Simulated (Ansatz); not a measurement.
# HPt12 (slab): what the fields show

The calculation's input:

```
crystal:
  lattice:
    - [5.6145835605, 0.0, 0.0]
    - [0.0, 5.6145835605, 0.0]
    - [0.0, 0.0, 20.8516597862]
  atoms:
    - { symbol: Pt, position: [0.25, 0.25, 0.1918312519] }
    - { symbol: Pt, position: [0.25, 0.75, 0.1918312519] }
    - { symbol: Pt, position: [0.75, 0.25, 0.1918312519] }
    - { symbol: Pt, position: [0.75, 0.75, 0.1918312519] }
    - { symbol: Pt, position: [0.0, 0.0, 0.2842219789] }
    - { symbol: Pt, position: [0.0, 0.5, 0.2842219789] }
    - { symbol: Pt, position: [0.5, 0.0, 0.2842219789] }
    - { symbol: Pt, position: [0.5, 0.5, 0.2842219789] }
    - { symbol: Pt, position: [0.25, 0.25, 0.3765484315] }
    - { symbol: Pt, position: [0.25, 0.75, 0.3765484315] }
    - { symbol: Pt, position: [0.75, 0.25, 0.3765484315] }
    - { symbol: Pt, position: [0.75, 0.75, 0.3765484315] }
    - { symbol: H, position: [0.4166666667, 0.4166666667, 0.4834943544], spin: 1.0 }
basis:
  ecutwfc: 420
kpoints:
  mp_grid: { grid: [5, 5, 1] }
hamiltonian:
  xc: pbe
scf:
  occupations: { method: gaussian, width: 0.1 }
output:
  forces: true
  eigenvalues: true
  populations: true
  write_density: true
  write_potential: true
  elf: true
  volumetric_format: npy
magnetization:
  spin_polarized: true
efield:
  axis: 3
  dipole_correction: true
  ramp_width: 0.04
```

Launched as:

```sh
ansatz run input.yaml --threads 4 --pin off --max-ram 12288MiB --backend cpu --events-out ev --progress --plain --runs-dir out
```

Not relaxed (largest force 1.9 eV/Å); the program warned that a starting moment wasn't kept; spin-polarised, but the moments vanished.

Level of theory: DFT PBE, scalar-relativistic, plane waves, PAW in Ansatz.

Core electrons are frozen (PAW), and the valence fields are smoothed inside the atomic spheres.

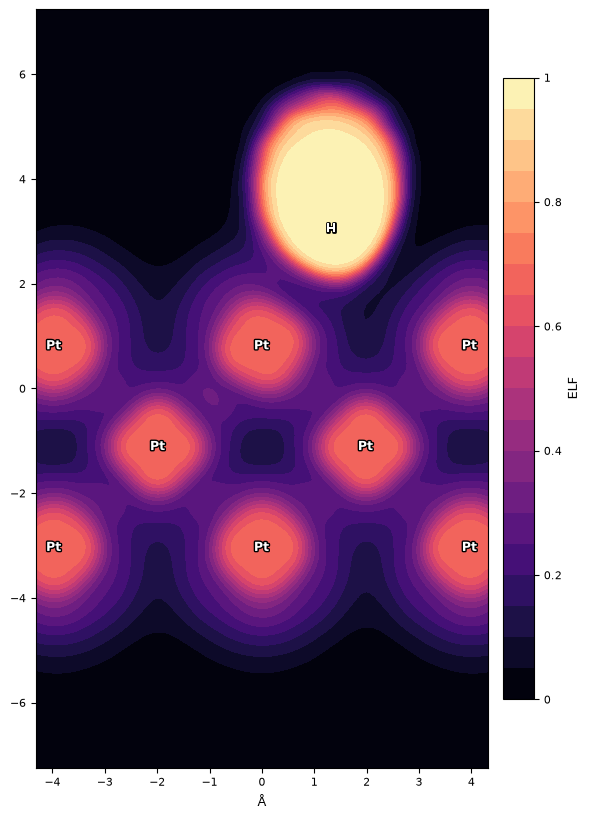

Figure 1. Electron localisation function on the (11̄0) plane of the calculation cell, a cut from vacuum to vacuum.

Describe what can be read from this map.

Answer. The plane passes through Pt and H nuclei. Pt–H (2.59 Å): the ELF climbs to about 1 towards the hydrogen. Pt–Pt (2.77 Å): the ELF is about 0.30 at the midpoint: no shared electron pair shows on this line. The features right at Pt lie inside the PAW spheres, where the map follows smoothed inner orbitals and isn't to be read closely.

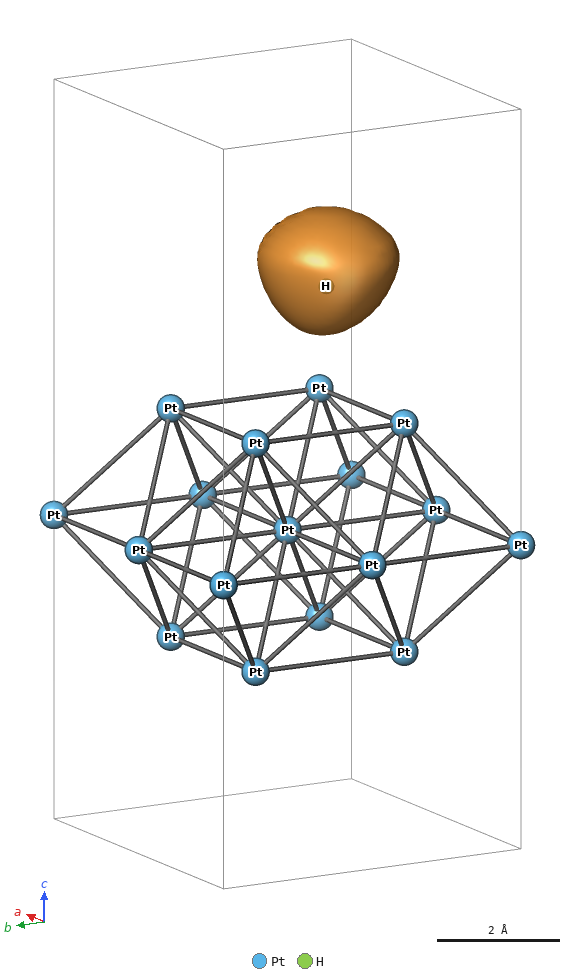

Figure 2. Isosurface of the ELF at 0.8 (orange), seen at an oblique angle. Only the valence region is drawn (cores and ρ < 0.01 e/Å³ removed). Sticks mark near contacts.

What do the ELF domains correspond to?

Answer. The surface consists of one region around a hydrogen nucleus, counted in one cell of 13 atoms. Counts are for one cell; the picture repeats the cell along the surface.

Metal or insulator at this level of theory?

Answer. It is gapless in this calculation (a metal or semimetal).
